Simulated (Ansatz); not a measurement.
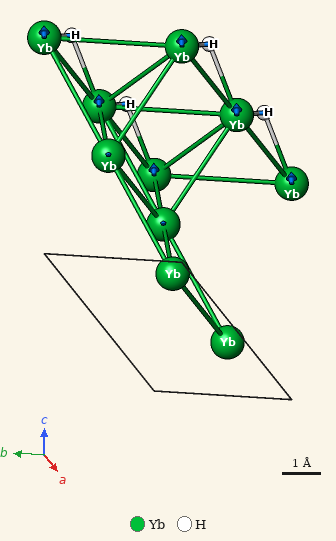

This is a constrained relaxation of a slab of composition Yb3H (cut from the Fm-3m phase). The starting structure is drawn; blue arrows show the displacements, at their true length.

A ball-and-stick model of the 2 × 1 repeat of the cell, outlined in the plane, without the vacuum, seen from a free direction.

The slab is the (1 1 1) face of Yb with H on it. 1 atoms are held fixed.

These are results of DFT PBE, scalar-relativistic, plane waves, PAW in Ansatz, not measurements. Set-up: plane-wave cutoff 420 eV; k-point mesh 9 × 9 × 1; occupations gaussian; smearing width 0.1 eV; no spin polarisation; dipole correction; atoms relaxed in a fixed cell; force threshold 0.03 eV/Å; at most 70 steps.

Describe the change and its energy.

The energy falls by 0.234 eV per cell of the calculation in 12 accepted moves (13 points after the start). Largest force component: 0.39 eV/Å at the start, 0.017 eV/Å at the end. 1 step only repeated the SCF at the same geometry. The forces were under the threshold at step 3, but the run went on from there. The H atom moves most: 1.09 Å at 80° to the normal (+c side). By element the largest moves are H 1.09 Å, Yb 0.40 Å. The cell doesn't change. Among the contacts that change: H–Yb 3.403 → 2.334 Å, Yb–Yb 3.618 → 3.841 Å, H–Yb 2.181 → 2.333 Å, Yb–Yb 3.617 → 3.720 Å. Bond angles that change, for instance: Yb–H–Yb 115.7° → 104.7°. The run took 100 s on 4 threads of Intel(R) Xeon(R) 6975P-C (Granite Rapids), on a shared host, peak memory 0.82 GiB.

Limits of the set-up: the periodic images lie only 3.7 Å apart, so the values are limited by the cell's size; 4f states are treated without a Hubbard U.
